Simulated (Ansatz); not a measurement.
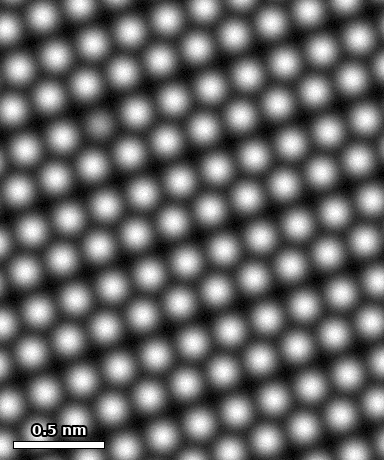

Dark-field STEM-like image of Co (Fmmm, No. 69) along [110]. Simulation: incoherent imaging, intensity Z^1.7 per atom, probe width 1.13 Å, thin sample. The display is stretched by a gamma of 0.65; percentages refer to the linear signal. Shot noise was added.

The sample is 2 repeats (4.9 Å) thick. One point defect was put into the perfect crystal, without relaxing the atoms around it. Brightness is counted from the darkest point of the image. Host structure: the geometry relaxed with DFT PBE, scalar-relativistic, plane waves, PAW (Ansatz 0.2.0); the starting structure was generated, so it need not be a known form of this composition.

> Where is the defect (in Å from the left and the top edge), and what does its contrast suggest?

At about 6 Å from the left and 7 Å from the top. The column is dimmer, which points to a vacancy or a lighter atom. The column holds 2 atoms (Co) through the sample, and one Co atom is missing, so its peak drops to about 50 % of that of its equals.
